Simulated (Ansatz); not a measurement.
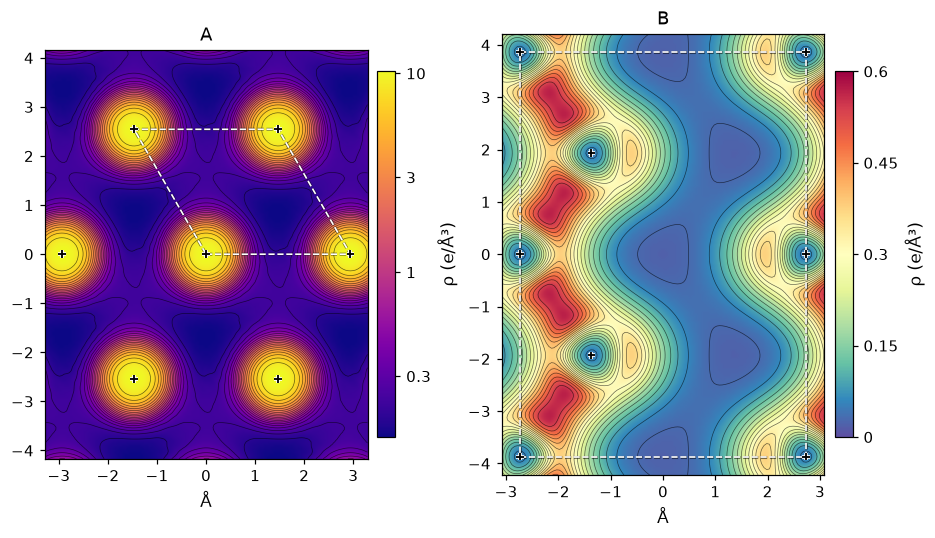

The valence charge density (pseudo) of 2 systems, each on a plane through atoms (crosses mark nuclei in the plane).

The calculation used DFT PBE, scalar-relativistic, plane waves, PAW in Ansatz 0.2.0.

System 1: Ti, the (001) plane of the conventional cell. Space group P6₃/mmc; a structure from a database of computed crystals, not necessarily the ambient phase; computed without spin polarisation.

```
Ti
1.0
     2.93905    0.00000    0.00000
    -1.46953    2.54529    0.00000
     0.00000    0.00000    4.64936
Ti
2
Direct
  0.33333 0.66667 0.25000
  0.66667 0.33333 0.75000
```

System 2: Si, the (101) plane of the conventional cell. Space group Fd-3m; a structure from a database of computed crystals, not necessarily the ambient phase.

```
CELL_PARAMETERS angstrom
5.47009 0.00000 0.00000
0.00000 5.47009 0.00000
0.00000 0.00000 5.47009
ATOMIC_POSITIONS crystal
Si 0.25000 0.25000 0.25000
Si 0.75000 0.75000 0.25000
Si 0.75000 0.25000 0.75000
Si 0.25000 0.75000 0.75000
Si 0.00000 0.00000 0.00000
Si 0.50000 0.50000 0.00000
Si 0.50000 0.00000 0.50000
Si 0.00000 0.50000 0.50000
```

Q: Which map belongs to which system?

A: Panel A is system 1, Ti: the plane holds Ti. Ti–Ti (2.94 Å): ρ at the midpoint is about 0.19 e/Å³. Panel B is system 2, Si: the plane holds Si. Si–Si (2.37 Å): ρ is about 0.56 e/Å³ halfway.
